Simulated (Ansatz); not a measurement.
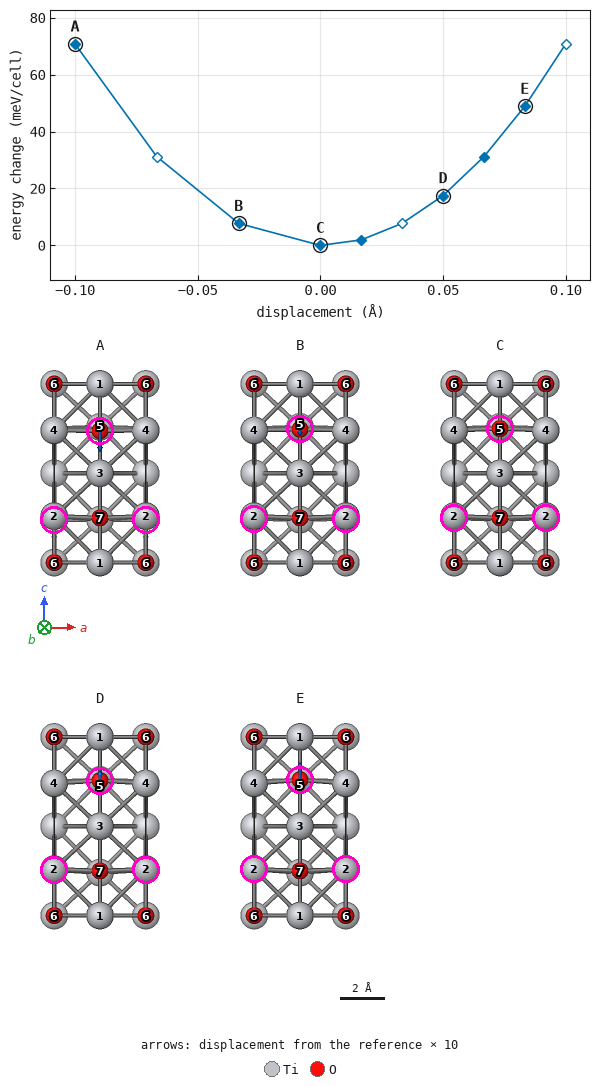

Solid Ti₄O₃ (I4/mmm): O5 (one in each cell of 7 atoms) is moved towards the nearest copy of atom 1 (Ti) at 2.052 Å, all else fixed. The lettered frames are marked on the plot. Hollow markers are points alike by symmetry, not computed again. Style: ball-and-stick. Shown: the conventional cell (2 times the calculation's cell), along the b axis. The ringed atoms are those of the scanned coordinate. Blue arrows: displacements from the reference. Lengths and directions refer to the drawn axes.

Method: DFT PBEsol, scalar-relativistic, plane waves, PAW (Ansatz 0.2.0). Set-up: plane-wave cutoff 420 eV; k-point mesh 14 × 14 × 14; occupations gaussian; smearing width 0.15 eV; no spin polarisation. Energies (free energies at the smearing named) are counted from the relaxed crystal.

**What does the scan show?**

Of the computed points the lowest is at the displacement 0.00 Å, 0.0 meV/cell. The curvature at zero is about 14 eV/Å². The well is symmetric. At the highest point the shortest interatomic distance is 1.95 Å, against 2.05 Å in the reference. The distortion takes the space group from I4/mmm to Imm2.
